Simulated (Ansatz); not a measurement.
# SnO2: geometry relaxation

The run: geometry relaxation of SnO2 (12 atoms in the cell). Method and program: DFT LDA, scalar-relativistic, plane waves, PAW, no spin polarisation (Ansatz 0.2.0).

The structure derives from a Materials Project entry. It belongs to a series of runs on one base structure; here: 0 of 4 Sn sites taken by Pb, cell and atoms relaxed.

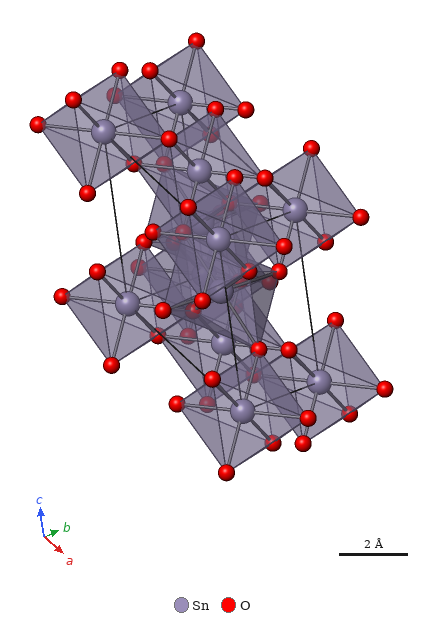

Figure 1. The input geometry (polyhedral view of the cell of the calculation, seen slightly off an axis; polyhedra are completed across the faces of the cell). An atom can appear more than once, as a periodic image.

Input:
```yaml
crystal:
  lattice:
    - [-4.721271481, 0.0, 3.1900194029]
    - [4.721271481, 0.0, 3.1900194029]
    - [0.0, 4.7242464819, -3.1900194029]
  atoms:
    - { symbol: Sn, position: [0.25, 0.75, 0.5] }
    - { symbol: Sn, position: [0.75, 0.25, 0.5] }
    - { symbol: Sn, position: [0.5, 0.5, 0.0] }
    - { symbol: Sn, position: [0.0, 0.0, 0.0] }
    - { symbol: O, position: [0.000502575, 0.306069544, 0.306572119] }
    - { symbol: O, position: [0.500502575, 0.806069544, 0.306572119] }
    - { symbol: O, position: [0.943930456, 0.749497425, 0.193427881] }
    - { symbol: O, position: [0.443930456, 0.249497425, 0.193427881] }
    - { symbol: O, position: [0.556069544, 0.750502575, 0.806572119] }
    - { symbol: O, position: [0.056069544, 0.250502575, 0.806572119] }
    - { symbol: O, position: [0.999497425, 0.693930456, 0.693427881] }
    - { symbol: O, position: [0.499497425, 0.193930456, 0.693427881] }
basis:
  ecutwfc: 420
kpoints:
  mp_grid: { grid: [8, 8, 8] }
hamiltonian:
  xc: lda
scf:
  occupations: { method: gaussian, width: 0.1 }
output:
  forces: true
  stress: true
  eigenvalues: true
  write_density: true
  write_potential: true
  elf: true
  volumetric_format: npy
relax:
  adjacent_minimum: "off"
  f_tol: 0.015
  max_steps: 60
  cell: { stress_tol: 0.15 }
```

Machine: 2 threads of AMD EPYC (Zen 3), 189 GiB of memory available, shared host.

Launched with:
```bash
ansatz run input.yaml --threads 2 --pin off --max-ram 5120MiB --backend cpu --events-out ev --progress --plain --runs-dir out
```

What the program printed:
```
Engine: ansatz 0.2.0, x86_64-unknown-linux-gnu
Pseudopotentials: kind: paw
Pseudopotential: Sn, paw, valence charge 14, recommended cutoff 420 eV (normal), Sn.paw.azcp
Pseudopotential: O, paw, valence charge 6, recommended cutoff 420 eV (normal), O.paw.azcp
Functional definition: SPW92
  exchange = slater_x
  correlation = pw_c
Crystal: 12 atoms, lattice volume = 142.303 Å³
Basis set: ecut = 420 eV, 2795 PW (Γ)
Bands: 64, of which v1, the nominal top of the filled ones, is band 52 counted from 1 (51 counted from 0)
Symmetry: 16 space group operations
Space group: Pnnm (ITA 58), of the structure as read, at distance tolerance 5.2e-5 Å
k-points: 95 of 512
Non-local potential: Sn, projectors of the file, l = 0: 2, l = 1: 2, l = 2: 2, l = 3: 2
Non-local potential: O, projectors of the file, l = 0: 2, l = 1: 2, l = 2: 1
PAW form: soft (Blöchl's): semilocal exchange-correlation on the pseudo side does not see the compensation charge
PAW frozen core: Sn, regenerated for the run's functional, and the local potential with it (the file was generated under x = pbe(κ = 0.804, μ = 0.2195149727645171), c = pbe(β = 0.06672455060314922))
PAW frozen core: O, regenerated for the run's functional, and the local potential with it (the file was generated under x = pbe(κ = 0.804, μ = 0.2195149727645171), c = pbe(β = 0.06672455060314922))
PAW one-centre angular grid: Sn, 590 points (default); XC on 64 Gauss nodes
PAW one-centre angular grid: O, 110 points (default); XC on 64 Gauss nodes
Initial density: superposition of atomic densities (neutral atoms: chi_scale 0, normalization atom), corrected by the library's trained network
Initial wavefunctions: pseudopotential atomic-orbital guess
Functional: x = slater, c = lda
SCF iter   1: F=—  HF=-27960.853965 eV  |F-HF|=—  |Δ(HF+E_count)|=         —  Δρ=1.90e-2  dr2=4.27e-1  ethr=1.77e-3  ⟨swp⟩=6.2  Hψ=25590  notcnv=0  defer=94
preconditioner: auto → Resta (q_TF=auto, 2.589 Å⁻¹)  ε∞=3.7  [insulator: Δε(μ)=0.990 eV  Ē_g=19.436 eV  σ=0.100 eV  W_gap=1.00  n_scr=42 (ndim 8)  ℏωp=31.7 eV  f_vac=0.024  D(μ)=0.00/eV (n_scr^D=0)  ε∞_Penn≈3.7]
SCF iter   2: F=—  HF=-27960.731467 eV  |F-HF|=—  |Δ(HF+E_count)|=   1.22e-1  Δρ=4.98e-3  dr2=1.39e-2  ethr=4.11e-4  ⟨swp⟩=2.0  Hψ=9336  notcnv=0  defer=583
SCF iter   3: F=—  HF=-27960.726944 eV  |F-HF|=—  |Δ(HF+E_count)|=   4.52e-3  Δρ=2.16e-3  dr2=3.35e-3  ethr=1.34e-5  ⟨swp⟩=2.1  Hψ=8120  notcnv=0  defer=583
SCF iter   4: F=—  HF=-27960.725858 eV  |F-HF|=—  |Δ(HF+E_count)|=   1.09e-3  Δρ=3.77e-4  dr2=1.78e-4  ethr=3.22e-6  ⟨swp⟩=2.0  Hψ=10232  notcnv=0  defer=583
SCF iter   5: F=—  HF=-27960.725838 eV  |F-HF|=—  |Δ(HF+E_count)|=   2.05e-5  Δρ=8.80e-5  dr2=7.28e-6  ethr=1.72e-7  ⟨swp⟩=2.1  Hψ=7367  notcnv=0  defer=583
SCF iter   6: F=—  HF=-27960.725832 eV  |F-HF|=—  |Δ(HF+E_count)|=   5.69e-6  Δρ=1.81e-5  dr2=3.54e-7  ethr=7.00e-9  ⟨swp⟩=2.1  Hψ=8011  notcnv=0  defer=583
SCF iter   7: F=-27960.725832 eV  HF=-27960.725832 eV  |F-HF|=5.60e-9  |Δ(HF+E_count)|=   9.45e-8  Δρ=2.94e-6  dr2=6.96e-9  ethr=9.62e-11  ⟨swp⟩=16.9  Hψ=48673  notcnv=0
SCF 1 converged in 7 iterations: F = -27960.725832 eV  dr2 = 6.96e-9
  greatest PAW one-centre occupation: 0.998 electrons in one spin orbital (limit 2), on the Sn atom at site 3 (counted from 0), in its partial waves of l = 2
relax step   1: F+E_penalty+E_count = -27960.72583171 eV  Δ(F+E_penalty+E_count) = +0.000e0 eV  max|allowed force component| = 1.871e-3 eV/Å  Δτ_max = 0.0000 Å  P = -0.006 GPa  Ω = 142.303 Å³  (7 SCF iters, dr2 threshold 1.00e-7 eV, accepted)
Initial density: handed on by an earlier stage of this run
Initial wavefunctions: pseudopotential atomic-orbital guess (no wavefunctions were taken with the density)
iter 1 solved again at ethr=8.17e-8 eV; its pass at ethr=3.10e-3 eV (dr2=8.50e-5 eV) is discarded
SCF iter   1: F=—  HF=-27960.725832 eV  |F-HF|=—  |Δ(HF+E_count)|=         —  Δρ=2.44e-6  dr2=4.44e-9  ethr=8.17e-8  ⟨swp⟩=3.4  Hψ=41987  notcnv=0
eigensolver tolerance schedule: the retry pair's looser diagonalisation over-reported the residual by 19134.44 of it (diagonalisation noise at 1.02 of the residual, at the tolerance the schedule requests for it); recorded, not acted on — ethr = c·dr2/N_el stays at c = 1.0e-1
preconditioner: auto → Resta (q_TF=auto, 2.589 Å⁻¹)  ε∞=3.7  [insulator: Δε(μ)=1.161 eV  Ē_g=19.495 eV  σ=0.100 eV  W_gap=1.00  n_scr=42 (ndim 8)  ℏωp=31.7 eV  f_vac=0.017  D(μ)=0.00/eV (n_scr^D=0)  ε∞_Penn≈3.7]
SCF iter   2: F=—  HF=-27960.725832 eV  |F-HF|=—  |Δ(HF+E_count)|=   3.89e-7  Δρ=1.05e-6  dr2=1.16e-9  ethr=4.27e-12  ⟨swp⟩=3.9  Hψ=16440  notcnv=0
SCF iter   3: F=-27960.725832 eV  HF=-27960.725832 eV  |F-HF|=2.00e-10  |Δ(HF+E_count)|=  7.28e-11  Δρ=5.32e-7  dr2=3.53e-10  ethr=1.04e-12  ⟨swp⟩=11.9  Hψ=36704  notcnv=0
SCF 2 converged in 3 iterations: F = -27960.725832 eV  dr2 = 3.53e-10
  greatest PAW one-centre occupation: 0.998 electrons in one spin orbital (limit 2), on the Sn atom at site 1 (counted from 0), in its partial waves of l = 2
relax step   2: F+E_penalty+E_count = -27960.72583171 eV  Δ(F+E_penalty+E_count) = -3.096e-9 eV  max|allowed force component| = 1.873e-3 eV/Å  Δτ_max = 0.0000 Å  P = -0.006 GPa  Ω = 142.303 Å³  stress off target by 3.11e-2 GPa  SCF on the basis re-selected at this cell (its energy is not comparable with the rows above)  (3 SCF iters)
```

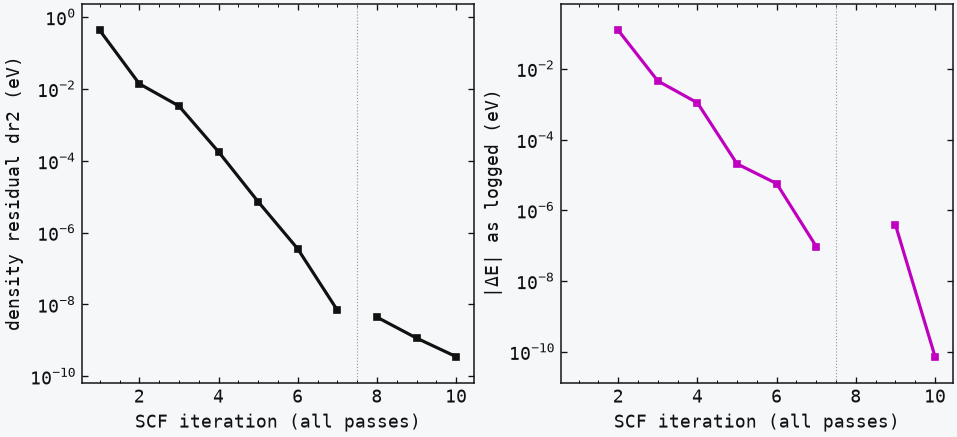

Figure 2. Convergence of the self-consistent field: density residual dr2 and size of the energy change against the SCF iteration. The dotted lines part the SCF passes of the relaxation: geometry steps, rejected trials and re-solves on a re-selected basis. The passes take 7 and 3 iterations.

```
basis re-selected at this cell: Δ(F+E_penalty+E_count) = -3.096e-9 eV, ΔP = +0.000 GPa vs the last step (what re-selecting the basis moved, of the pressure what is left beyond the Pulay correction that the steps carried, after the strain that the cell walked since its last selection, with what the two solves' SCF thresholds leave and, on support functions, any second-order correction that the steps lacked; it is no measure of the basis error at this ecutwfc). This SCF's stress stands 3.11e-2 GPa from its target on what of the cell is left free (relax.cell.stress_tol is 1.50e-1 GPa) and its largest allowed force component is 1.87e-3 eV/Å (relax.f_tol is 1.50e-2 eV/Å): within both
SCF converged after 3 iterations
Free energy (F): -27960.725832 eV
Harris-Foulkes:  -27960.725832 eV  (|F-HF|=2.00e-10)
Internal energy: -27960.725832 eV  (E = F + TS)
E sigma→0 (E₀):  -27960.725832 eV
Fermi energy:    9.825346 eV
--- Per-component energies (eV) ---
  E_band       = -254.430654
  E_kinetic    = 2163.262572
  E_local      = -5701.673467  (includes V_loc(G=0)·N_el)
  E_nonlocal   = 302.136280
  E_hartree    = 2950.298775
  E_xc         = -2084.185894
  E_vxc        = -1129.095528  (∫ρ·V_xc dr)
  E_paw        = -17205.592798  (= ΣΔE_a)
  E_vpaw       = -1789.679336  (= ΣTr[D̂ρ^β])
  E_aug_tail   = 0.020384  (compensation charges beyond the density's cutoff)
  E_ewald      = -8387.466649
  E_core_change = 2.474965  (= ΣΔE_core)
  E_smearing   = -0.000000  (= −TS)
  E_closure    = 0.000000  (closes the sum)
  Σ components = -27960.725832   (vs F -27960.725832, Δ=0.00e0)
--- Forces (eV/Å), atoms counted from 1 ---
  atom   1  Sn     0.00000000     0.00000000     0.00000000
  atom   2  Sn     0.00000000     0.00000000     0.00000000
  atom   3  Sn    -0.00000000    -0.00000000    -0.00000000
  atom   4  Sn    -0.00000000    -0.00000000     0.00000000
  atom   5  O      0.00055083    -0.00187334     0.00000000
  atom   6  O      0.00055083    -0.00187334     0.00000000
  atom   7  O      0.00055083     0.00187334     0.00000000
  atom   8  O      0.00055083     0.00187334     0.00000000
  atom   9  O     -0.00055083    -0.00187334    -0.00000000
  atom  10  O     -0.00055083    -0.00187334    -0.00000000
  atom  11  O     -0.00055083     0.00187334    -0.00000000
  atom  12  O     -0.00055083     0.00187334    -0.00000000
  max |Σ_I F_I| component: 3.47e-18 eV/Å
--- Stress (GPa, compression-positive) ---
       -0.018330      -0.000000       0.000000
       -0.000000      -0.029429       0.000000
        0.000000       0.000000       0.031113
  P = ⅓ Tr σ = -0.0055 GPa (-0.055 kbar)
--- Band table (eV; the first three rows and the last of 95) ---
  k-point 0: bands = ["-11.7766", "-11.5067", "-11.5067", "-11.0453", "-11.0453", "-11.0028", "-10.7205", "-10.7019", "-10.7017", "-10.6190", "-10.5634", "-10.5634", "-10.5598", "-10.4836", "-10.4836", "-10.4637", "-10.4454", "-10.4454", "-10.4431", "-10.4429", "-9.5562", "-7.5943", "-7.5932", "-7.5363", "-7.5363", "-6.1629", "-6.1629", "-5.7357", "0.9579", "1.0511", "1.0511", "4.0882", "4.0882", "5.0625", "5.0779", "5.1676", "6.0322", "6.6199", "6.6199", "6.8120", "6.8120", "7.1674", "7.3134", "7.9741", "7.9751", "8.2604", "8.2604", "8.3989", "8.3989", "8.4436", "8.4445", "9.2448", "10.4059", "13.9514", "13.9514", "15.1953", "15.3378", "15.3437", "17.9090", "17.9090", "19.3690", "19.5041", "20.0201", "20.0201"]
  k-point 1: bands = ["-11.7525", "-11.5453", "-11.5453", "-11.0292", "-10.9868", "-10.9868", "-10.7203", "-10.7005", "-10.7005", "-10.6411", "-10.5650", "-10.5650", "-10.5556", "-10.4835", "-10.4835", "-10.4667", "-10.4445", "-10.4444", "-10.4438", "-10.4438", "-9.5068", "-7.7097", "-7.6178", "-7.6178", "-7.4958", "-6.1082", "-6.1082", "-5.7663", "1.0600", "1.1591", "1.1591", "4.1328", "4.1328", "4.7882", "5.1458", "5.2296", "5.9114", "5.9114", "6.1260", "7.0627", "7.3980", "7.3980", "7.4252", "7.9784", "7.9903", "8.0925", "8.2053", "8.2053", "8.3512", "8.3512", "8.4556", "9.1594", "10.8391", "14.1161", "14.1161", "15.0564", "15.4054", "15.5075", "17.9004", "17.9004", "19.5410", "19.6579", "19.9418", "19.9418"]
  k-point 2: bands = ["-11.6814", "-11.6160", "-11.6160", "-11.1170", "-10.8663", "-10.8663", "-10.7195", "-10.6974", "-10.6973", "-10.6805", "-10.5676", "-10.5676", "-10.5439", "-10.4834", "-10.4834", "-10.4757", "-10.4482", "-10.4482", "-10.4400", "-10.4400", "-9.3565", "-8.0079", "-7.7974", "-7.7974", "-7.2306", "-5.9961", "-5.9961", "-5.8879", "1.3695", "1.4673", "1.4673", "4.1197", "4.1754", "4.1754", "5.1778", "5.1778", "5.3809", "5.4097", "6.3942", "6.7912", "7.4222", "7.5928", "7.7127", "7.7127", "7.9895", "8.0135", "8.2054", "8.2054", "8.2462", "8.2462", "8.4867", "8.9439", "11.7157", "14.5771", "14.5771", "14.7802", "15.6143", "15.7821", "17.7791", "17.7791", "19.8794", "19.9172", "19.9172", "20.0969"]
  k-point 94: bands = ["-11.5168", "-11.5168", "-11.4918", "-11.4918", "-11.0278", "-11.0278", "-10.7047", "-10.7047", "-10.6933", "-10.6933", "-10.5603", "-10.5603", "-10.5026", "-10.5026", "-10.4910", "-10.4910", "-10.4521", "-10.4521", "-10.4417", "-10.4417", "-7.7422", "-7.7422", "-7.7327", "-7.7327", "-7.6722", "-7.6722", "-6.0720", "-6.0720", "1.8532", "1.8532", "3.6941", "3.6941", "4.8970", "4.8970", "5.2435", "5.2435", "5.4273", "5.4273", "6.1318", "6.1318", "6.5440", "6.5440", "7.1868", "7.1868", "7.5228", "7.5228", "7.8905", "7.8905", "7.9627", "7.9627", "8.3321", "8.3321", "13.9641", "13.9641", "15.2913", "15.2913", "16.5798", "16.5798", "18.7968", "18.7968", "19.6621", "19.6621", "20.0798", "20.0798"]
--- Relaxed structure (1 steps of the walk, 1 accepted, 1 SCFs on fresh bases) ---
  F+E_penalty+E_count = -27960.72583171 eV   max|allowed force component| = 1.873e-3 eV/Å   (the final SCF, on the basis selected at the relaxed cell)
  cell:  # Å, volume = 142.3033 Å³
    - [-4.721271481, 0.0, 3.1900194029]
    - [4.721271481, 0.0, 3.1900194029]
    - [0.0, 4.7242464819, -3.1900194029]
  atoms:
    - { symbol: Sn, position: [0.24999999999999994, 0.75, 0.5] }
    - { symbol: Sn, position: [0.75, 0.24999999999999994, 0.5] }
    - { symbol: Sn, position: [0.5, 0.5, 0.0] }
    - { symbol: Sn, position: [0.0, 0.0, 0.0] }
    - { symbol: O, position: [0.0005025750000000399, 0.306069544, 0.306572119] }
    - { symbol: O, position: [0.500502575, 0.8060695440000001, 0.306572119] }
    - { symbol: O, position: [0.9439304559999999, 0.749497425, 0.193427881] }
    - { symbol: O, position: [0.443930456, 0.24949742500000002, 0.193427881] }
    - { symbol: O, position: [0.556069544, 0.750502575, 0.806572119] }
    - { symbol: O, position: [0.05606954399999997, 0.250502575, 0.806572119] }
    - { symbol: O, position: [0.999497425, 0.6939304560000001, 0.693427881] }
    - { symbol: O, position: [0.499497425, 0.19393045600000008, 0.693427881] }
```

Trajectory as extended XYZ (Å, eV, eV/Å), 2 frames, from step=1 to step=2:
```
12
Lattice="-4.7213 0.0000 3.1900 4.7213 0.0000 3.1900 0.0000 4.7242 -3.1900" Properties=species:S:1:pos:R:3:forces:R:3 step=1 energy=-27960.72583 pressure_GPa=-0.01
Sn    2.3606    2.3621    1.5950    0.0000   0.0000   0.0000
Sn   -2.3606    2.3621    1.5950    0.0000   0.0000   0.0000
Sn    0.0000    0.0000    3.1900    0.0000   0.0000   0.0000
Sn    0.0000    0.0000    0.0000    0.0000   0.0000   0.0000
O     1.4427    1.4483    0.0000    0.0006  -0.0019   0.0000
O     1.4427    1.4483    3.1900    0.0006  -0.0019   0.0000
O    -0.9180    0.9138    4.7850    0.0006   0.0019   0.0000
O    -0.9180    0.9138    1.5950    0.0006   0.0019   0.0000
O     0.9180    3.8104    1.5950   -0.0006  -0.0019   0.0000
O     0.9180    3.8104   -1.5950   -0.0006  -0.0019   0.0000
O    -1.4427    3.2759    3.1900   -0.0006   0.0019   0.0000
O    -1.4427    3.2759    0.0000   -0.0006   0.0019   0.0000
12
Lattice="-4.7213 0.0000 3.1900 4.7213 0.0000 3.1900 0.0000 4.7242 -3.1900" Properties=species:S:1:pos:R:3:forces:R:3 step=2 energy=-27960.72583 pressure_GPa=-0.01
Sn    2.3606    2.3621    1.5950    0.0000   0.0000   0.0000
Sn   -2.3606    2.3621    1.5950    0.0000   0.0000   0.0000
Sn    0.0000    0.0000    3.1900    0.0000   0.0000   0.0000
Sn    0.0000    0.0000    0.0000    0.0000   0.0000   0.0000
O     1.4427    1.4483    0.0000    0.0006  -0.0019   0.0000
O     1.4427    1.4483    3.1900    0.0006  -0.0019   0.0000
O    -0.9180    0.9138    4.7850    0.0006   0.0019   0.0000
O    -0.9180    0.9138    1.5950    0.0006   0.0019   0.0000
O     0.9180    3.8104    1.5950   -0.0006  -0.0019   0.0000
O     0.9180    3.8104   -1.5950   -0.0006  -0.0019   0.0000
O    -1.4427    3.2759    3.1900   -0.0006   0.0019   0.0000
O    -1.4427    3.2759    0.0000   -0.0006   0.0019   0.0000
```

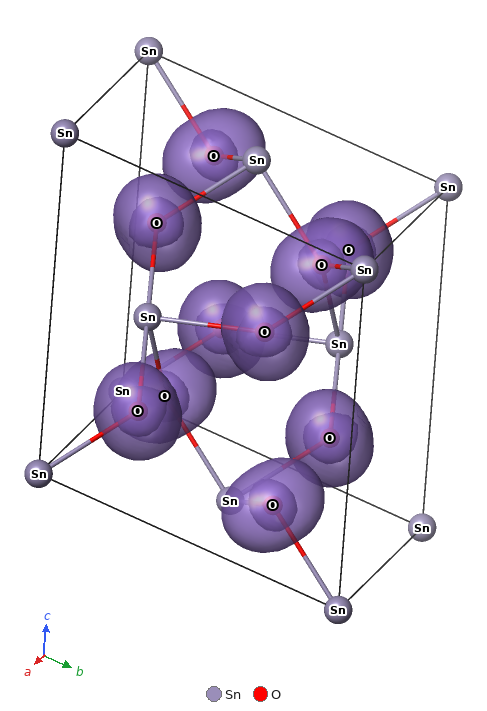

Figure 3. Isosurface of the ELF at 0.75 (purple), seen slightly off an axis. Core shells and regions of very low density are left out. Sticks mark near contacts. The outline is the calculation cell. Along the contacts the grid gives the following. Sn–O (2.04 Å): the ELF is about 0.25 at the midpoint. In a PAW calculation such maps are meaningful between the atoms, not at the nuclei.

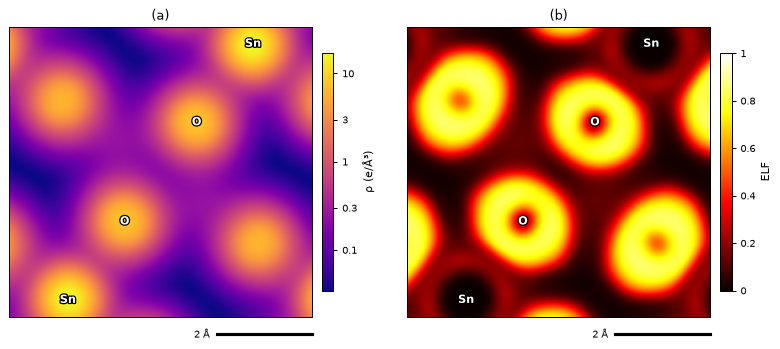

Figure 4. (a) valence charge density (pseudo); (b) ELF on the (010) plane of the calculation cell. The section cuts through Sn and O sites. Sn–O (2.04 Å): ρ is about 0.69 e/Å³ halfway; the ELF is about 0.25 at the midpoint. Away from the nuclei the density in this plane falls to 0.03 e/Å³ at its lowest.

Key numbers:

- outcome: converged
- space group (tolerance 0.01 Å): P4₂/mnm (136)
- electrons treated: 104
- free energy: −27960.7258 eV
- Fermi energy: 9.825 eV
- gap on the k-point mesh: 1.16 eV
- pressure: −0.01 GPa
- final volume: 142.30 Å³
- largest force (length of the vector) at the end: 0.002 eV/Å
- final cell: a = 5.698 Å, b = 5.698 Å, c = 5.700 Å, α = 108.26°, β = 108.26°, γ = 111.91°
- wall time: 3.5 min (CPU time 4.6 min)
- peak memory: 0.87 GiB
